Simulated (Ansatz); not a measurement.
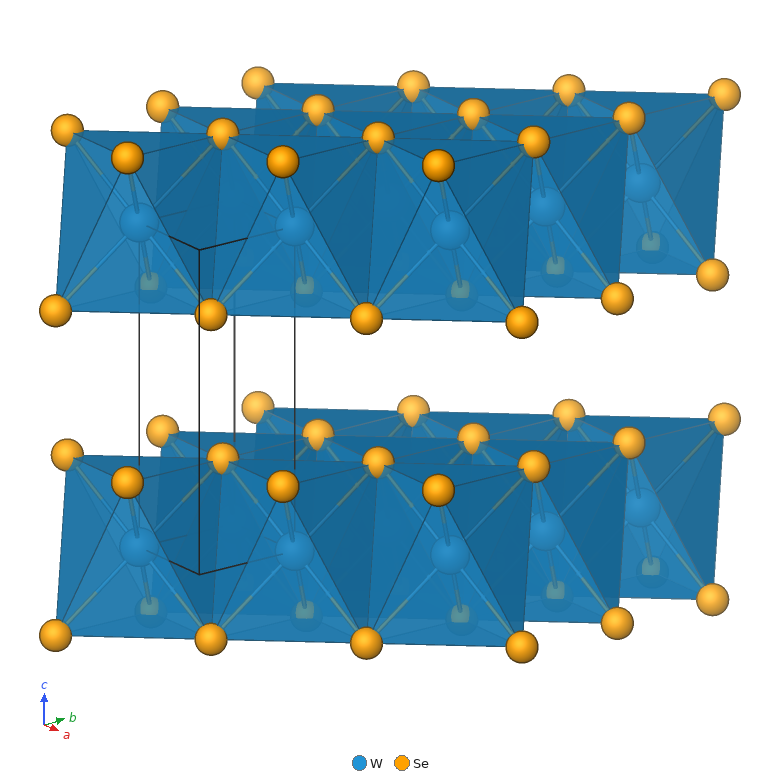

Polyhedra are drawn about W (bonds: Se–W below 2.9 Å); other atoms are plain spheres.

WSe2 (space group P-3m1, No. 164). Coordinates: the geometry relaxed with Ansatz, DFT, PBEsol, plane waves, PAW; the starting structure was generated, so it need not be a known form of this composition.

Question: What figure surrounds each W atom, and what does it share with the other drawn polyhedra?

Answer: W: WSe6 octahedron, sharing edges with six neighbours.

Question: How do these polyhedra hang together as a whole?

Answer: They form layers of edge-sharing octahedra parallel to (001).
